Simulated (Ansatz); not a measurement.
# TaC: what the fields show

Input file:

```
crystal:
  lattice:
    - [3.1644852995, 0.0, 0.0]
    - [-1.5822426497, 2.7405246593, 0.0]
    - [1.5822426497, 0.9135082198, 2.5837914274]
  atoms:
    - { symbol: Ta, position: [0.0, 0.0, 0.0] }
    - { symbol: C, position: [0.0, 0.5, 0.5] }
basis:
  ecutwfc: 420
kpoints:
  mp_grid: { grid: [12, 12, 13] }
hamiltonian:
  xc: pbe
scf:
  occupations: { method: gaussian, width: 0.1 }
output:
  forces: true
  stress: true
  eigenvalues: true
  write_density: true
  write_potential: true
  elf: true
  volumetric_format: npy
```

Launched as:

```sh
ansatz run input.yaml --threads 2 --pin off --max-ram 5120MiB --backend cpu --events-out ev --progress --plain --runs-dir out
```

Below, planes, directions and counts refer to the conventional cell (a = 4.48 Å, b = 4.48 Å, c = 4.48 Å, α = 90.00°, β = 90.00°, γ = 90.00°).

Space group Fm-3m; computed without spin polarisation.

The calculation used Ansatz, DFT PBE, scalar-relativistic, plane waves, PAW.

Core electrons are frozen (PAW), and the valence fields are smoothed inside the atomic spheres.

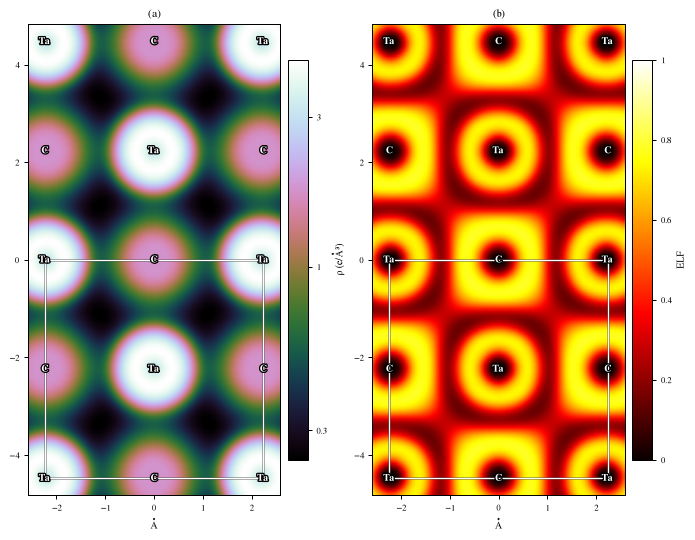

Figure 1. (a) valence electron density; (b) electron localisation function on the (001) plane of the conventional cell.

Q: Describe what can be read from this map.

A: The section cuts through Ta and C sites. Ta–C (2.24 Å): ρ at the midpoint is about 0.56 e/Å³; the ELF peaks at about 0.75 in the valence shell of C, 0.7 Å from its nucleus, and is about 0.25 at the midpoint. Between the atoms the lowest density in this plane is 0.24 e/Å³. The features right at Ta lie inside the PAW spheres, where the map follows smoothed inner orbitals and isn't to be read closely.

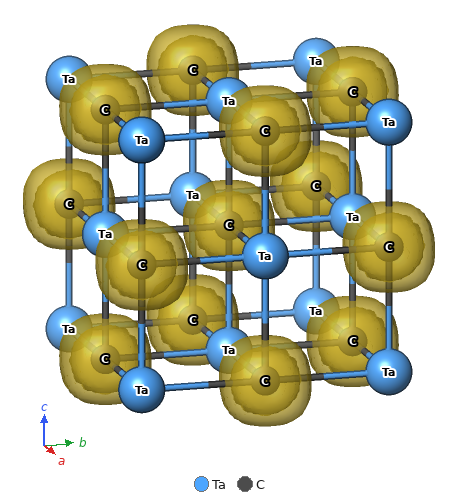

Figure 2. Isosurface of the electron localisation function at 0.75 (yellow), seen slightly off an axis. Only the valence region is drawn (cores and ρ < 0.01 e/Å³ removed). Sticks mark near contacts.

Q: Where are the electrons localised?

A: The ELF exceeds this value in four regions wrapped around C (the valence shell of each), counted in one cell of 8 atoms. Regions shared between cells count once.

Q: Does the calculation make it a metal, or give it a gap?

A: It is gapless in this calculation (a metal or semimetal).
